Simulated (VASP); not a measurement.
## Driving VASP from ASE on AlN

Do ASE scripts that read AlN from different structure formats give one answer, and do several routes find one equilibrium volume? All runs use r2SCAN. Left out of this account: 1 further run (self-consistent run: a reference on another mesh). The start is a cell from a database of measured crystal structures.

Main program and level: VASP 6.6.1; r2SCAN; plane waves and PAW (Al, N).

### 1. The structure

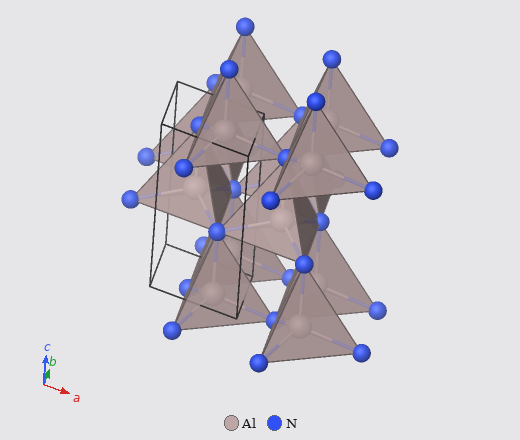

Start, viewed slightly off an axis; aluminium light grey, nitrogen blue. 2×2×1 cells are drawn. Some periodic images of atoms are drawn too.

Coordinates:

```
Al N
1.0
     3.11000    0.00000    0.00000
    -1.55500    2.69334    0.00000
     0.00000    0.00000    4.98000
Al N
2 2
Direct
  0.66667 0.33333 0.00000
  0.33333 0.66667 0.50000
  0.66667 0.33333 0.38200
  0.33333 0.66667 0.88200
```

### 2. Self-consistent run (r2SCAN, through ASE)

A single point through ASE, with the structure typed into the script.

Input file run.py:

```python
import numpy as np
from ase.calculators.vasp import Vasp
from ase import Atoms
from ase.dft.bandgap import bandgap

atoms = Atoms(['Al', 'Al', 'N', 'N'],
              cell=[[3.11, 0.0, 0.0], [-1.555, 2.69333901, 0.0], [0.0, 0.0, 4.98]],
              scaled_positions=[[0.66666667, 0.33333333, 0.0], [0.33333333, 0.66666667, 0.5], [0.66666667, 0.33333333, 0.382], [0.33333333, 0.66666667, 0.882]],
              pbc=True)

calc = Vasp(
    xc='r2scan',
    pp='PBE',
    prec='Accurate',
    encut=520,
    ediff=1e-06,
    nelm=100,
    ismear=-1,
    sigma=0.05,
    lreal=False,
    algo='Normal',
    lasph=True,
    nbands=14,
    lorbit=11,
    lwave=False,
    lcharg=False,
    kpar=4,
    isif=2,
    pp_version='64',
    setups={'Al': '', 'N': ''},
    kpts=(9, 9, 5),
    gamma=True,
    txt='vasp.out',
)
atoms.calc = calc

print("energy (eV):", round(atoms.get_potential_energy(), 6))
print("Fermi level (eV):", round(calc.get_fermi_level(), 4))
print("forces (eV/A):")
print(np.round(atoms.get_forces(), 4))
print("stress (GPa, Voigt, tension positive):", np.round(atoms.get_stress() * 160.21766, 3))
gap, p1, p2 = bandgap(calc, direct=False)
print("gap on the mesh (eV):", round(gap, 4))
```

The projector-augmented-wave data sets are Al and N (PBE family, release 64).

Run with:

```console
$ export ASE_VASP_COMMAND="mpirun -np 4 vasp_std"
$ python run.py
```

Log:

```text
energy (eV): -38.456
Fermi level (eV): 6.941
forces (eV/A):
[[-0.     -0.      0.0162]
 [-0.     -0.      0.0162]
 [ 0.      0.     -0.0162]
 [-0.     -0.     -0.0162]]
stress (GPa, Voigt, tension positive): [ 1.004  1.004  0.889 -0.     0.    -0.   ]
gap on the mesh (eV): 4.8889
```

Elapsed: 15 s, on 4 MPI ranks of Intel Xeon Platinum 8488C (Sapphire Rapids), shared host; peak memory 0.61 GiB; 46 s of CPU time.

The logs omit lines about the potential files and the build; timing stands in the text.

ASE turned this into the INCAR:

```
ENCUT = 520.000000
SIGMA = 0.050000
EDIFF = 1.00e-06
ALGO = Normal
METAGGA = R2SCAN
PREC = Accurate
ISIF = 2
ISMEAR = -1
KPAR = 4
LORBIT = 11
NBANDS = 14
NELM = 100
LASPH = .TRUE.
LCHARG = .FALSE.
LWAVE = .FALSE.
LREAL = .FALSE.
```

ASE turned this into the KPOINTS:

```
KPOINTS created by Atomic Simulation Environment
0
Gamma
9 9 5
0 0 0
```

vasp.out:

```text
[banner, memory and clock lines left out]
running    4 mpi-ranks, on    1 nodes
 distrk:  each k-point on    1 cores,    4 groups
 distr:  one band on    1 cores,    1 groups

 POSCAR found type information on POSCAR AlN
 POSCAR found :  2 types and       4 ions
|                                                                             |
|               ----> ADVICE to this user running VASP <----                  |
|                                                                             |
|     You enforced a specific xc type in the INCAR file but a different       |
|     [... a line on the potential file left out ...]
|     I HOPE YOU KNOW WHAT YOU ARE DOING!                                     |
|                                                                             |

 LDA part: xc-table for (None), standard interpolation
 POSCAR, INCAR and KPOINTS ok, starting setup
 FFT: planning ... GRIDC
 FFT: planning ... GRID_SOFT
 FFT: planning ... GRID
 WAVECAR not read
 entering main loop
       N       E                     dE             d eps       ncg     rms          rms(c)
DAV:   1     0.372381013517E+02    0.37238E+02   -0.78023E+03  1008   0.106E+03
DAV:   2    -0.431007017112E+02   -0.80339E+02   -0.74278E+02  1364   0.212E+02
DAV:   3    -0.470821946888E+02   -0.39815E+01   -0.39679E+01  1320   0.502E+01
DAV:   5    -0.471113959406E+02   -0.39586E-03   -0.39583E-03  1320   0.580E-01    0.126E+01
DAV:   6    -0.381376730748E+02    0.89737E+01   -0.10037E+01  1230   0.232E+01    0.519E+00
DAV:   7    -0.384138065922E+02   -0.27613E+00   -0.13477E+00  1254   0.812E+00    0.336E+00
DAV:   8    -0.384656516670E+02   -0.51845E-01   -0.91902E-02  1080   0.319E+00    0.868E-01
DAV:   9    -0.384555681068E+02    0.10084E-01   -0.28276E-02  1314   0.136E+00    0.226E-01
DAV:  10    -0.384560617985E+02   -0.49369E-03   -0.25211E-03  1248   0.369E-01    0.107E-01
DAV:  11    -0.384559997724E+02    0.62026E-04   -0.11815E-04  1332   0.974E-02    0.256E-02
   1 F= -.38456000E+02 E0= -.38456000E+02  d E =-.144765E-10
```

From OUTCAR (step 2):

```text
ion  position               nearest neighbor table
   1  0.667  0.333  0.000-   4 1.89   4 1.89   4 1.89   3 1.90   2 3.07   2 3.07   2 3.07   2 3.07
                             2 3.07   2 3.07
   2  0.333  0.667  0.500-   3 1.89   3 1.89   3 1.89   4 1.90   1 3.07   1 3.07   1 3.07   1 3.07
                             1 3.07   1 3.07
   3  0.667  0.333  0.382-   2 1.89   2 1.89   2 1.89   1 1.90
   4  0.333  0.667  0.882-   1 1.89   1 1.89   1 1.89   2 1.90

  LATTYP: Found a hexagonal cell.
 ALAT       =     3.1100000000
 C/A-ratio  =     1.6012861736

 Subroutine GETGRP returns: Found 12 space group operations
 (whereof  6 operations were pure point group operations)

The static configuration has the point symmetry C_3v.
 The point group associated with its full space group is C_6v.

 Found     36 irreducible k-points:

   k-points           NKPTS =     36   k-points in BZ     NKDIM =     36   number of bands    NBANDS=     14

   dimension x,y,z NGX =    24 NGY =   24 NGZ =   40
   dimension x,y,z NGXF=    48 NGYF=   48 NGZF=   80

   ENCUT  =  520.0 eV  38.22 Ry    6.18 a.u.   5.78  5.78  9.26*2*pi/ulx,y,z

   NELECT =      16.0000    total number of electrons

 k-points in reciprocal lattice and weights: KPOINTS created by Atomic Simulation Env
   0.00000000  0.00000000  0.00000000       0.002
   0.11111111 -0.00000000  0.00000000       0.015
   0.22222222 -0.00000000  0.00000000       0.015
   0.33333333 -0.00000000  0.00000000       0.015
   0.44444444 -0.00000000  0.00000000       0.015
   0.11111111  0.11111111  0.00000000       0.015
   0.22222222  0.11111111  0.00000000       0.030
   0.33333333  0.11111111  0.00000000       0.030
   0.44444444  0.11111111  0.00000000       0.015
[...]
0.33333333  0.22222222  0.40000000       0.059
   0.33333333  0.33333333  0.40000000       0.010

 average (electrostatic) potential at core
       1 -74.5544       2 -74.5544       3 -62.7537       4 -62.7537

 E-fermi :   6.9410

 k-point     1 :       0.0000    0.0000    0.0000
  band No.  band energies     occupation
    ...
      4       5.0066      2.00000
      5       5.0066      2.00000
      6       5.6692      2.00000
      7       5.6692      2.00000
      8       5.9051      2.00000
      9      10.7940      0.00000
     10      13.4066      0.00000
     11      17.4995      0.00000
     12      17.9131      0.00000
     13      17.9131      0.00000
    ...

 k-point     2 :       0.1111   -0.0000    0.0000
  band No.  band energies     occupation
    ...
      4       4.3081      2.00000
      5       4.8062      2.00000
      6       5.0021      2.00000
      7       5.6420      2.00000
      8       5.8328      2.00000
      9      11.4795      0.00000
     10      14.0247      0.00000
     11      16.7474      0.00000
     12      16.9844      0.00000
     13      18.3902      0.00000
    ...

 k-point     3 :       0.2222   -0.0000    0.0000
  band No.  band energies     occupation
    ...
      4       2.8005      2.00000
      5       3.7329      2.00000
      6       4.3931      2.00000
      7       5.5118      2.00000
      8       5.5680      2.00000
      9      12.6270      0.00000
     10      14.4994      0.00000
     11      15.0676      0.00000
     12      16.6667      0.00000
     13      18.5777      0.00000
    ...

  Total       -0.2614761     -0.2614761     -0.2315310      0.0000000     -0.0000000     -0.0000000
  in kB      -10.0429636    -10.0429636     -8.8928083      0.0000000     -0.0000000     -0.0000000
  external PRESSURE =      -9.6595785 kB  Pullay stress =       0.0000000 kB

  energy-cutoff  :      520.00
  volume of cell :       41.71
      direct lattice vectors                 reciprocal lattice vectors
     3.110000000  0.000000000  0.000000000     0.321543408  0.185643173  0.000000000
    -1.555000000  2.693339010  0.000000000     0.000000000  0.371286346  0.000000000
     0.000000000  0.000000000  4.980000000     0.000000000  0.000000000  0.200803213

 POSITION                                       TOTAL-FORCE (eV/Angst)
 -----------------------------------------------------------------------------------
      1.55500      0.89778      0.00000        -0.000000     -0.000000      0.016191
     -0.00000      1.79556      2.49000        -0.000000     -0.000000      0.016191
      1.55500      0.89778      1.90236         0.000000      0.000000     -0.016191
     -0.00000      1.79556      4.39236        -0.000000     -0.000000     -0.016191
 -----------------------------------------------------------------------------------
    total drift:                                0.000002     -0.000001     -0.017684

  FREE ENERGIE OF THE ION-ELECTRON SYSTEM (eV)
  ---------------------------------------------------
  free  energy   TOTEN  =       -38.4560000256 eV

  energy  without entropy=      -38.4560000256  energy(sigma->0) =      -38.45600003

 total charge
# of ion       s       p       d       tot
------------------------------------------
    1        0.367   0.448   0.000   0.815
    2        0.367   0.448   0.000   0.815
    3        1.230   2.671   0.000   3.901
    4        1.230   2.671   0.000   3.901
--------------------------------------------------
tot          3.194   6.239   0.000   9.433

[... 3 further parts left out ...]
```

The gap is read on the k-mesh alone, so it is an upper bound where the band edges lie off the mesh. The PAW data sets were made with PBE, which is usual practice but a small mismatch for other functionals.

Numbers from this step:

| Quantity | Value |
| --- | --- |
| SCF cycles | 12 |
| electrons | 16 |
| bands | 14 |
| irreducible k-points | 36 |
| symmetry operations | 12 |
| free energy (TOTEN) | -38.46 eV |
| Fermi energy | 6.941 eV |
| pressure | -0.9660 GPa |
| metallic | no |
| valence top at k | 0, 0, 0 |
| conduction bottom at k | 0, 0, 0 |
| least direct gap at k | 0, 0, 0 |
| gap on the k-mesh | 4.889 eV |
| least direct gap on the k-mesh | 4.889 eV |

The pressure is -0.97 GPa and the largest force 0.016 eV/Å, so the cell is not at a minimum at these settings.

### 3. Self-consistent run (r2SCAN, through ASE), try 2

The single point through ASE, with the structure read from a CIF with its space group. The mesh changes to 7×7×4, so this is no clean test of the format.

Edit run.py of step 2 so:

```diff
@@ -2,9 +2,6 @@
 from ase.calculators.vasp import Vasp
-from ase import Atoms
+from ase.io import read
 from ase.dft.bandgap import bandgap
 
-atoms = Atoms(['Al', 'Al', 'N', 'N'],
-              cell=[[3.11, 0.0, 0.0], [-1.555, 2.69333901, 0.0], [0.0, 0.0, 4.98]],
-              scaled_positions=[[0.66666667, 0.33333333, 0.0], [0.33333333, 0.66666667, 0.5], [0.66666667, 0.33333333, 0.382], [0.33333333, 0.66666667, 0.882]],
-              pbc=True)
+atoms = read('AlN.cif')
 
@@ -30,3 +27,3 @@
     setups={'Al': '', 'N': ''},
-    kpts=(9, 9, 5),
+    kpts=(7, 7, 4),
     gamma=True,
```

Input file AlN.cif:

```cif
data_AlN
_cell_length_a 3.11000000
_cell_length_b 3.11000000
_cell_length_c 4.98000000
_cell_angle_alpha 90.00000000
_cell_angle_beta 90.00000000
_cell_angle_gamma 120.00000000
_space_group_name_H-M_alt 'P6_3mc'
_space_group_name_Hall 'P 6c -2c'
_space_group_IT_number 186
loop_
_space_group_symop_operation_xyz
'x,y,z'
'x-y,x,z+1/2'
'-y,x-y,z'
'-x,-y,z+1/2'
'-x+y,-x,z'
'y,-x+y,z+1/2'
'y,x,z+1/2'
'x,x-y,z'
'x-y,-y,z+1/2'
'-y,-x,z'
'-x,-x+y,z+1/2'
'-x+y,y,z'
loop_
_atom_site_label
_atom_site_type_symbol
_atom_site_symmetry_multiplicity
_atom_site_Wyckoff_symbol
_atom_site_fract_x
_atom_site_fract_y
_atom_site_fract_z
_atom_site_occupancy
Al1 Al 2 b 0.6666666667 0.3333333333 0.0000000000 1
N1 N 2 b 0.6666666667 0.3333333333 0.3820000000 1
```

Log:

```text
energy (eV): -38.455803
Fermi level (eV): 6.9412
forces (eV/A):
[[-0.     0.     0.016]
 [ 0.    -0.     0.016]
 [ 0.    -0.    -0.016]
 [ 0.     0.    -0.016]]
stress (GPa, Voigt, tension positive): [ 1.02   1.02   0.914  0.    -0.    -0.   ]
gap on the mesh (eV): 4.8887
```

It took 13 s on 4 MPI ranks; peak memory 0.58 GiB; 34 s of CPU time.

ASE turned this into the INCAR:

```
ENCUT = 520.000000
SIGMA = 0.050000
EDIFF = 1.00e-06
ALGO = Normal
METAGGA = R2SCAN
PREC = Accurate
ISIF = 2
ISMEAR = -1
KPAR = 4
LORBIT = 11
NBANDS = 14
NELM = 100
LASPH = .TRUE.
LCHARG = .FALSE.
LWAVE = .FALSE.
LREAL = .FALSE.
```

The KPOINTS that ASE wrote:

```
KPOINTS created by Atomic Simulation Environment
0
Gamma
7 7 4
0 0 0
```

vasp.out:

```text
[banner, memory and clock lines left out]
running    4 mpi-ranks, on    1 nodes
 distrk:  each k-point on    1 cores,    4 groups
 distr:  one band on    1 cores,    1 groups

 POSCAR found type information on POSCAR AlN
 POSCAR found :  2 types and       4 ions
 [... a notice as in an earlier step ...]

 LDA part: xc-table for (None), standard interpolation
 POSCAR, INCAR and KPOINTS ok, starting setup
 FFT: planning ... GRIDC
 FFT: planning ... GRID_SOFT
 FFT: planning ... GRID
 WAVECAR not read
 entering main loop
       N       E                     dE             d eps       ncg     rms          rms(c)
DAV:   1     0.356765075510E+02    0.35677E+02   -0.77406E+03   672   0.106E+03
DAV:   2    -0.430646074531E+02   -0.78741E+02   -0.72075E+02   884   0.211E+02
DAV:   3    -0.470811580063E+02   -0.40166E+01   -0.40025E+01   900   0.510E+01
DAV:   4    -0.471109606249E+02   -0.29803E-01   -0.29800E-01   762   0.501E+00
DAV:   5    -0.471113760488E+02   -0.41542E-03   -0.41541E-03   936   0.596E-01    0.126E+01
DAV:   6    -0.381406652452E+02    0.89707E+01   -0.10035E+01   834   0.232E+01    0.518E+00
DAV:   7    -0.384137209284E+02   -0.27306E+00   -0.13015E+00   810   0.807E+00    0.336E+00
DAV:   8    -0.384654015131E+02   -0.51681E-01   -0.89943E-02   714   0.318E+00    0.870E-01
DAV:   9    -0.384553330360E+02    0.10068E-01   -0.27632E-02   864   0.135E+00    0.223E-01
DAV:  10    -0.384558892505E+02   -0.55621E-03   -0.32135E-03   816   0.389E-01    0.111E-01
DAV:  11    -0.384558022600E+02    0.86991E-04   -0.18416E-04   888   0.116E-01    0.254E-02
DAV:  12    -0.384558029343E+02   -0.67429E-06   -0.79600E-06   816   0.246E-02
   1 F= -.38455803E+02 E0= -.38455803E+02  d E =-.180243E-10
```

Parts of OUTCAR (step 3):

```text
 Found     24 irreducible k-points:

   k-points           NKPTS =     24   k-points in BZ     NKDIM =     24   number of bands    NBANDS=     14

   NELECT =      16.0000    total number of electrons

 E-fermi :   6.9412

 k-point     1 :       0.0000    0.0000    0.0000
  band No.  band energies     occupation
    ...
      4       5.0070      2.00000
      5       5.0070      2.00000
      6       5.6697      2.00000
      7       5.6697      2.00000
      8       5.9055      2.00000
      9      10.7942      0.00000
     10      13.4067      0.00000
     11      17.4998      0.00000
     12      17.9131      0.00000
     13      17.9131      0.00000
    ...

 k-point     2 :       0.1429    0.0000    0.0000
  band No.  band energies     occupation
    ...
      4       3.9155      2.00000
      5       4.6613      2.00000
      6       4.6976      2.00000
      7       5.6166      2.00000
      8       5.7808      2.00000
      9      11.8214      0.00000
     10      14.3102      0.00000
     11      16.2789      0.00000
     12      16.6902      0.00000
     13      18.6844      0.00000
    ...

  Total       -0.2655229     -0.2655229     -0.2379400      0.0000000      0.0000000      0.0000000
  in kB      -10.1983945    -10.1983945     -9.1389706      0.0000000      0.0000000      0.0000000
  external PRESSURE =      -9.8452532 kB  Pullay stress =       0.0000000 kB

  energy-cutoff  :      520.00
  volume of cell :       41.71
      direct lattice vectors                 reciprocal lattice vectors
     3.110000000  0.000000000  0.000000000     0.321543408  0.185643173  0.000000000
    -1.555000000  2.693339006  0.000000000     0.000000000  0.371286347  0.000000000
     0.000000000  0.000000000  4.980000000     0.000000000  0.000000000  0.200803213

 POSITION                                       TOTAL-FORCE (eV/Angst)
 -----------------------------------------------------------------------------------
      1.55500      0.89778      0.00000        -0.000000      0.000000      0.015992
      0.00000      1.79556      2.49000         0.000000     -0.000000      0.015992
      1.55500      0.89778      1.90236         0.000000     -0.000000     -0.015992
      0.00000      1.79556      4.39236         0.000000      0.000000     -0.015992
 -----------------------------------------------------------------------------------
    total drift:                               -0.000000     -0.000000     -0.017690

  FREE ENERGIE OF THE ION-ELECTRON SYSTEM (eV)
  ---------------------------------------------------
  free  energy   TOTEN  =       -38.4558029343 eV

  energy  without entropy=      -38.4558029343  energy(sigma->0) =      -38.45580293

 total charge
# of ion       s       p       d       tot
------------------------------------------
    1        0.367   0.448   0.000   0.815
    2        0.367   0.448   0.000   0.815
    3        1.230   2.671   0.000   3.901
    4        1.230   2.671   0.000   3.901
--------------------------------------------------
tot          3.194   6.239   0.000   9.432

[... 6 parts as in an earlier step ...]

[... 6 further parts left out ...]
```

Numbers from this step:

```yaml
irreducible_k_points: 24
pressure: -0.9845 GPa
```

The energy lies +0.05 meV an atom from the first script, on another mesh.

(Part 1 of 3 ends here.)

[Lines on the potential files, build, host, timing and source positions are cut from VASP's logs without a mark.]

[Logs are printed without paths, hosts, clocks, repeated set-up lines and the standing remarks that a program may print on its own settings, such as how far it seeks lower states.]

[Hosts, paths, dates, database ids (printed as entryN), source tags and the programs' standing remarks are cut or masked in the printed files.]

[A measured line is paired with the nearest computed mode of its activity, which favours agreement.]
